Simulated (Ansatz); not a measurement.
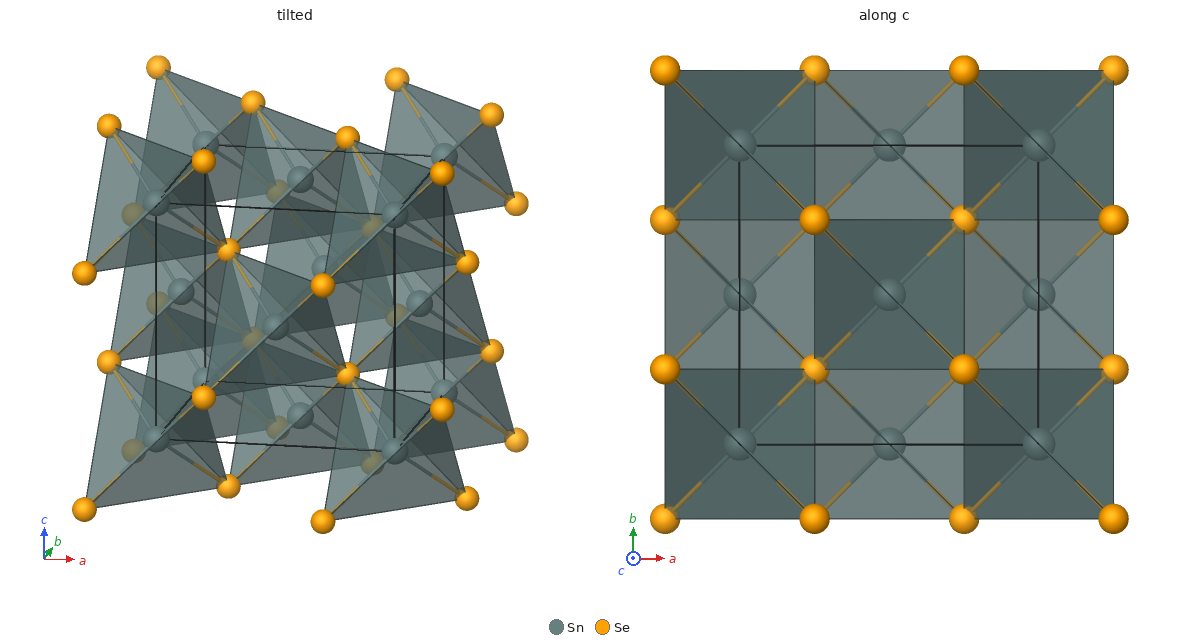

An orthographic polyhedral view of the structure, slightly off an axis and along the c axis. The edges of the conventional unit cell are marked. Some neighbours outside the box are added.

SnSe, zinc blende (sphalerite type), space group F-43m (No. 216), a = 6.783 Å, b = 6.783 Å, c = 6.783 Å, α = 90.00°, β = 90.00°, γ = 90.00°. The structure comes from a structure type filled with these elements by a generator (whether the compound takes this form wasn't checked). The cell was then strained or its atoms displaced on purpose. It was run through Ansatz as a DFT input.

This one geometry was computed with Ansatz (DFT, plane waves, PAW) at three levels of theory: PBE, HSE06 and r2SCAN. It was relaxed with r2SCAN and then strained.

How does the band gap change with the level of theory?

Answer. PBE: a gap of 0.06 eV, indirect; r2SCAN: a gap of 0.13 eV, indirect; HSE06: a gap of 0.40 eV, indirect.

Collect the results in a table.

Answer.
| level | cutoff (eV) | k-mesh of the run's cell | gap (eV) | pressure (GPa) |
| --- | --- | --- | --- | --- |
| PBE | 420 | 6×6×6 | 0.06 | 0.0 |
| HSE06 | 420 | 4×4×4 | 0.40 | -0.7 |
| r2SCAN | 500 | 6×6×6 | 0.13 | -0.8 |

Gaps are taken on the k-mesh or band path of each run.
